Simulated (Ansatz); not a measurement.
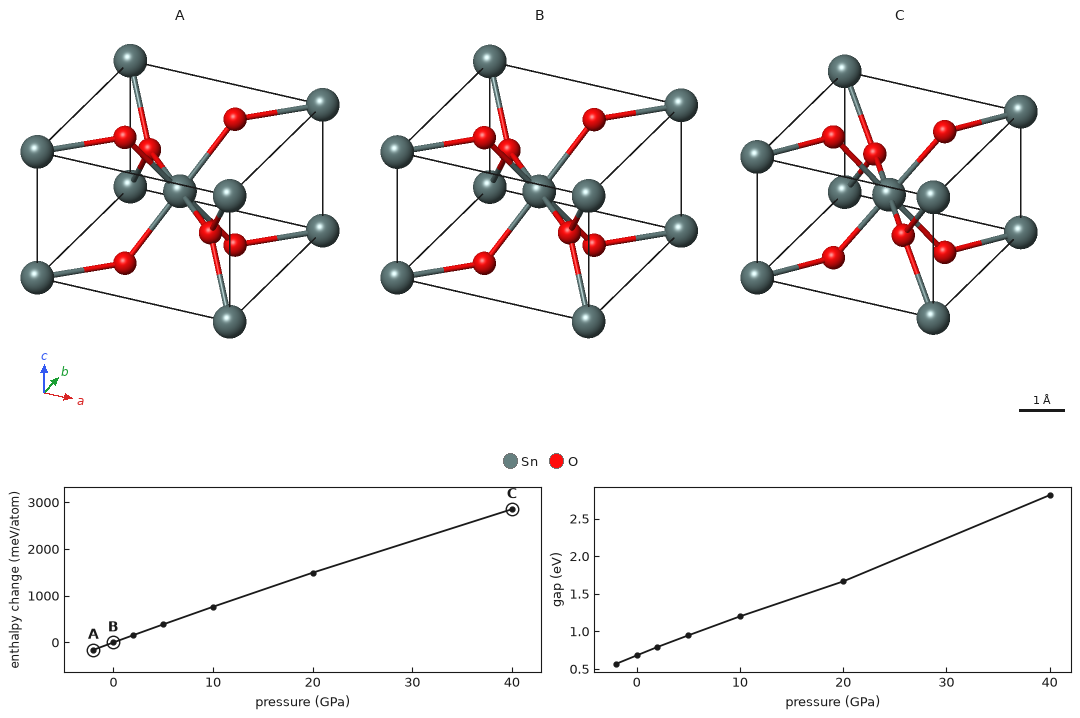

Members of a series of calculations on a crystal of SnO2 (set up in Pnnm), marked on the first curve. A ball-and-stick model of the cell of the calculation, seen from a free direction.

The calculation used Ansatz, DFT PBE, scalar-relativistic, plane waves, PAW. (plane-wave cutoff 420 eV; occupations gaussian; smearing width 0.02 eV; no spin polarisation) The k-mesh is chosen for each cell (6×6×8, 6×6×10).

Question: How does the crystal respond to pressure?

Answer: The structure is relaxed at several pressures. A (pressure −2.0 GPa): enthalpy change −158 meV/atom, volume 12.73 Å³ per atom, gap 0.57 eV. B (pressure 0.0 GPa): enthalpy change 0.0 meV/atom, volume 12.58 Å³ per atom, gap 0.68 eV. C (pressure 40.0 GPa): enthalpy change 2853 meV/atom, volume 10.51 Å³ per atom, gap 2.81 eV. The rest compares A with C. The volume changes by −17.5 %, with a 4.853 → 4.443 Å (−8.4 %), b 4.853 → 4.560 Å (−6.0 %), c 3.244 → 3.113 Å (−4.0 %). Among the bonded contacts that change: O–Sn 2.099 → 1.976 to 2.009 Å.
